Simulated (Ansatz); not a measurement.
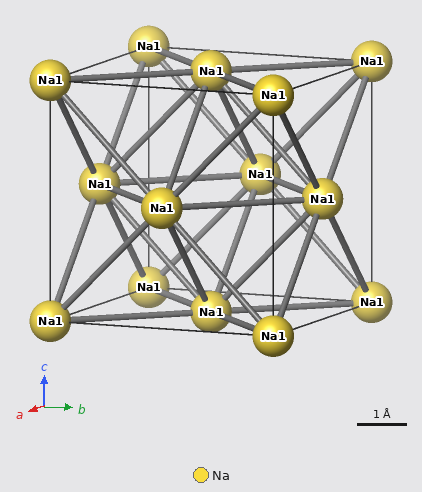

Figure 1. The structure (ball-and-stick view of the cell 4 times as large as that of the calculation, set on its symmetry axes, seen slightly off an axis; atoms are numbered from 1 in the order of the input). Near neighbours in the crystal (not all of them lie inside the picture): Na has 12 Na at 3.53 Å.

**From Na to Li**

System: Na (Fm-3m, 1 atom in the cell).
Method of run A: DFT PBE+D3(BJ), scalar-relativistic, plane waves, PAW, no spin polarisation (Ansatz 0.2.0).
System of run B: Li (Fm-3m, 1 atom in the cell).

On run A: The structure was made by swapping elements on the sites of another compound; it need not be a known phase. On run B: The structure derives from an entry of the Crystallography Open Database. Text and figures count atoms from 1; the logs count them from 0 in places.

**Input file, run A**
```yaml
crystal:
  lattice:
    - [0.0, 2.4940458128, 2.4940458128]
    - [2.4940458128, 0.0, 2.4940458128]
    - [2.4940458128, 2.4940458128, 0.0]
  atoms:
    - { symbol: Na, position: [0.0, 0.0, 0.0] }
basis:
  ecutwfc: 420
kpoints:
  mp_grid: { grid: [6, 6, 6] }
hamiltonian:
  xc: pbe
  dispersion: d3bj
scf:
  occupations: { method: gaussian, width: 0.1 }
output:
  forces: true
  stress: true
  eigenvalues: true
```

Command:
```bash
ansatz run input.yaml --threads 1 --pin off --max-ram 2560MiB --backend cpu --events-out ev --progress --plain --runs-dir out
```

Hardware: 1 thread of Arm Neoverse V2, 240 GiB of memory available, shared host.

**Output, shortened to warnings, some set-up lines, iterations and results (run A)**
```
Basis set: ecut = 420 eV, 609 PW (Γ), exchange–correlation on 48×48×48 points (8 copies of the dense FFT grid, shifted against one another)
Symmetry: 48 space group operations
k-points: 16 of 216
Initial density: superposition of atomic densities (neutral atoms: chi_scale 0, normalization atom), corrected by the library's trained network
[...]
SCF iter   1: F=—  HF=-1486.557014 eV  |F-HF|=—  |Δ(HF+E_count)|=         —  Δρ=4.67e-4  dr2=3.37e-5  ethr=1.77e-3  ⟨swp⟩=5.0  Hψ=916  notcnv=0
SCF iter   2: F=—  HF=-1486.556905 eV  |F-HF|=—  |Δ(HF+E_count)|=   1.08e-4  Δρ=1.77e-4  dr2=5.71e-6  ethr=3.75e-7  ⟨swp⟩=2.2  Hψ=348  notcnv=0
SCF iter   3: F=—  HF=-1486.556917 eV  |F-HF|=—  |Δ(HF+E_count)|=   1.18e-5  Δρ=6.48e-5  dr2=1.02e-6  ethr=6.34e-8  ⟨swp⟩=2.0  Hψ=194  notcnv=0
SCF iter   4: F=-1486.556919 eV  HF=-1486.556919 eV  |F-HF|=6.97e-8  |Δ(HF+E_count)|=   2.32e-6  Δρ=1.90e-5  dr2=4.03e-8  ethr=1.14e-8  ⟨swp⟩=2.0  Hψ=189  notcnv=0
SCF iter   5: F=-1486.556919 eV  HF=-1486.556919 eV  |F-HF|=1.95e-9  |Δ(HF+E_count)|=   4.12e-8  Δρ=3.46e-6  dr2=1.28e-9  ethr=4.47e-10  ⟨swp⟩=2.0  Hψ=201  notcnv=0
SCF iter   6: F=-1486.556919 eV  HF=-1486.556919 eV  |F-HF|=1.36e-12  |Δ(HF+E_count)|=   1.19e-9  Δρ=7.15e-8  dr2=6.46e-13  ethr=1.43e-11  ⟨swp⟩=2.8  Hψ=501  notcnv=0
SCF 1 converged in 6 iterations: F = -1486.556919 eV  dr2 = 6.46e-13
SCF converged after 6 iterations
Free energy (F): -1486.556919 eV
Harris-Foulkes:  -1486.556919 eV  (|F-HF|=1.36e-12)
Internal energy: -1486.552377 eV  (E = F + TS)
E sigma→0 (E₀):  -1486.554648 eV
Entropy (-TS):   -0.004542 eV (-4.542 meV/atom)
Fermi energy:    2.331071 eV
--- Per-component energies (eV) ---
  E_band       = -232.849614
  E_kinetic    = 120.632691
  E_local      = -1389.624115  (includes V_loc(G=0)·N_el)
  E_nonlocal   = 115.255656
  E_hartree    = 505.197012
  E_xc         = -38.637164
  E_vxc        = -49.654509  (∫ρ·V_xc dr)
  E_paw        = -263.151528  (= ΣΔE_a)
  E_vpaw       = -39.853311  (= ΣTr[D̂ρ^β])
  E_aug_tail   = -0.000025  (compensation charges beyond the density's cutoff)
  E_ewald      = -536.041824
  E_disp       = -0.183080  (pairwise vdW)
  E_smearing   = -0.004542  (= −TS)
  E_closure    = 0.000000  (closes the sum)
  Σ components = -1486.556919   (vs F -1486.556919, Δ=0.00e0)
--- Forces (eV/Å), atoms counted from 1 ---
  atom   1  Na     0.00000000     0.00000000    -0.00000000
  max |Σ_I F_I| component: 3.49e-32 eV/Å
--- Stress (GPa, compression-positive) ---
        1.009349       0.000000       0.000000
       -0.000000       1.009349      -0.000000
        0.000000       0.000000       1.009349
  P = ⅓ Tr σ = 1.0093 GPa (10.093 kbar)
```

The input of run B differs as follows (lines with − go, lines with + come):
```diff
-    - [0.0, 2.4940458128, 2.4940458128]
-    - [2.4940458128, 0.0, 2.4940458128]
-    - [2.4940458128, 2.4940458128, 0.0]
+    - [0.0, 2.202, 2.202]
+    - [2.202, 0.0, 2.202]
+    - [2.202, 2.202, 0.0]
-    - { symbol: Na, position: [0.0, 0.0, 0.0] }
+    - { symbol: Li, position: [0.0, 0.0, 0.0] }
-  mp_grid: { grid: [6, 6, 6] }
+  mp_grid: { grid: [8, 8, 8] }
```

Predict how the results change.

The total energies belong to different systems, so their difference says nothing on which is more stable or more accurate. The pressure goes from 1.01 to −1.84 GPa. The volume per atom goes from 31.03 to 21.35 Å³. The number of SCF iterations is the same. The irreducible k-points go from 16 to 29. The plane waves at Γ go from 609 to 411.

**Output, shortened to warnings, some set-up lines, iterations and results (run B)**
```
Basis set: ecut = 420 eV, 411 PW (Γ), exchange–correlation on 48×48×48 points (8 copies of the dense FFT grid, shifted against one another)
Symmetry: 48 space group operations
k-points: 29 of 512
Initial density: superposition of atomic densities (neutral atoms: chi_scale 0, normalization atom), corrected by the library's trained network
[...]
SCF iter   1: F=—  HF=-204.843210 eV  |F-HF|=—  |Δ(HF+E_count)|=         —  Δρ=2.15e-4  dr2=1.00e-5  ethr=1.77e-3  ⟨swp⟩=4.2  Hψ=1326  notcnv=0
SCF iter   2: F=—  HF=-204.843210 eV  |F-HF|=—  |Δ(HF+E_count)|=   1.18e-8  Δρ=1.08e-4  dr2=2.61e-6  ethr=3.34e-7  ⟨swp⟩=2.0  Hψ=439  notcnv=0
SCF iter   3: F=-204.843213 eV  HF=-204.843213 eV  |F-HF|=1.35e-8  |Δ(HF+E_count)|=   2.59e-6  Δρ=7.64e-6  dr2=1.24e-8  ethr=8.70e-8  ⟨swp⟩=1.9  Hψ=193  notcnv=0
SCF iter   4: F=-204.843213 eV  HF=-204.843213 eV  |F-HF|=3.51e-11  |Δ(HF+E_count)|=   1.41e-8  Δρ=8.99e-7  dr2=1.21e-10  ethr=4.14e-10  ⟨swp⟩=1.6  Hψ=182  notcnv=0
SCF iter   5: F=-204.843213 eV  HF=-204.843213 eV  |F-HF|=5.68e-14  |Δ(HF+E_count)|=  2.83e-11  Δρ=2.02e-8  dr2=2.77e-14  ethr=4.03e-12  ⟨swp⟩=1.6  Hψ=180  notcnv=0
SCF iter   6: F=-204.843213 eV  HF=-204.843213 eV  |F-HF|=2.84e-14  |Δ(HF+E_count)|=  5.68e-14  Δρ=2.40e-9  dr2=3.60e-16  ethr=1.00e-12  ⟨swp⟩=1.7  Hψ=525  notcnv=0
SCF 1 converged in 6 iterations: F = -204.843213 eV  dr2 = 3.60e-16
SCF converged after 6 iterations
Free energy (F): -204.843213 eV
Harris-Foulkes:  -204.843213 eV  (|F-HF|=2.84e-14)
Internal energy: -204.841764 eV  (E = F + TS)
E sigma→0 (E₀):  -204.842488 eV
Entropy (-TS):   -0.001449 eV (-1.449 meV/atom)
Fermi energy:    0.703236 eV
--- Per-component energies (eV) ---
  E_band       = -91.958261
  E_kinetic    = 21.027372
  E_local      = -133.753104  (includes V_loc(G=0)·N_el)
  E_nonlocal   = -33.265802
  E_hartree    = 39.758755
  E_xc         = -9.984422
  E_vxc        = -12.849690  (∫ρ·V_xc dr)
  E_paw        = -21.004524  (= ΣΔE_a)
  E_vpaw       = -12.634564  (= ΣTr[D̂ρ^β])
  E_aug_tail   = 0.000017  (compensation charges beyond the density's cutoff)
  E_ewald      = -67.459525
  E_disp       = -0.160531  (pairwise vdW)
  E_smearing   = -0.001449  (= −TS)
  E_closure    = 0.000000  (closes the sum)
  Σ components = -204.843213   (vs F -204.843213, Δ=0.00e0)
--- Forces (eV/Å), atoms counted from 1 ---
  atom   1  Li     0.00000000     0.00000000     0.00000000
  max |Σ_I F_I| component: 1.18e-32 eV/Å
--- Stress (GPa, compression-positive) ---
       -1.839575       0.000000       0.000000
        0.000000      -1.839575      -0.000000
       -0.000000      -0.000000      -1.839575
  P = ⅓ Tr σ = -1.8396 GPa (-18.396 kbar)
```

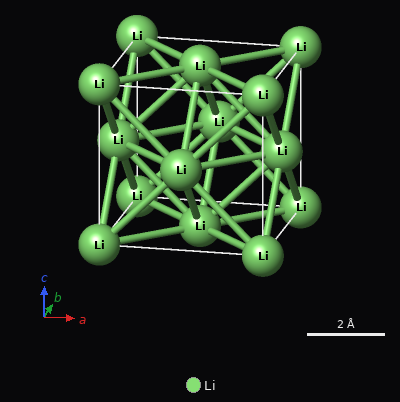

Figure 2. The input structure of run B (ball-and-stick view of the cell 4 times as large as that of the calculation, set on its symmetry axes, seen at an oblique angle).

**The two runs side by side**

```tsv
quantity	run A	run B
outcome	converged	converged
free energy per atom (eV)	−1486.5569	−204.8432
energy per atom, smearing taken to zero (eV)	−1486.5546	−204.8425
gap on the mesh (eV)	0.00	0.00
pressure (GPa)	1.01	−1.84
volume per atom (Å³)	31.03	21.35
largest force (eV/Å)	0.000	0.000
SCF iterations	6	6
irreducible k-points	16	29
plane waves at Γ	609	411
```
